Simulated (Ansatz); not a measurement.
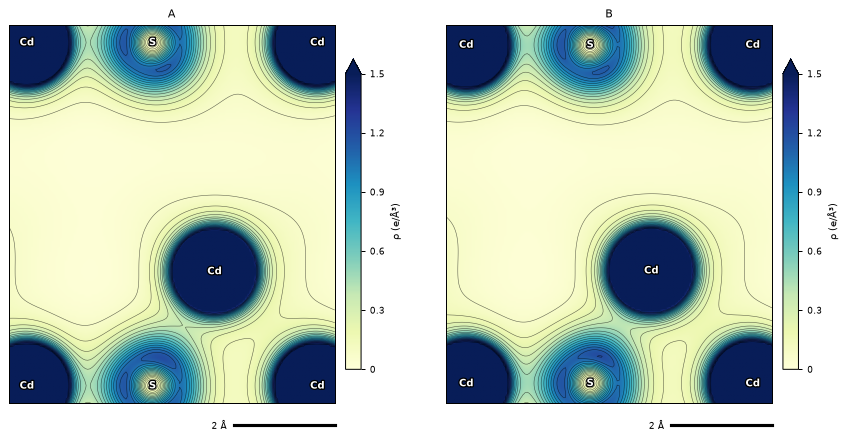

Cd2S. The valence pseudo-density of two cells that differ in size, on the (110) plane of each (indices in the axes of the calculation cell), at one length scale and on one colour scale; one has 24.8 and the other 25.8 Å³ an atom.

Space group P3m1; a structure from a database of computed crystals, not necessarily the ambient phase.

These are results of Kohn-Sham DFT of a periodic cell, PBEsol, Ansatz PAW (Ansatz), not measurements.

In a PAW calculation such maps are meaningful between the atoms, not at the nuclei.

Question: Which is the denser cell? Describe the effect of the change.

Answer: Panel B is the smaller cell, by 4 % in volume. From the larger cell to the smaller, Cd–S goes from 2.50 to 2.46 Å, and the density at its midpoint from 0.45 to 0.47 e/Å³; the pressure goes from −2.4 to −0.5 GPa.
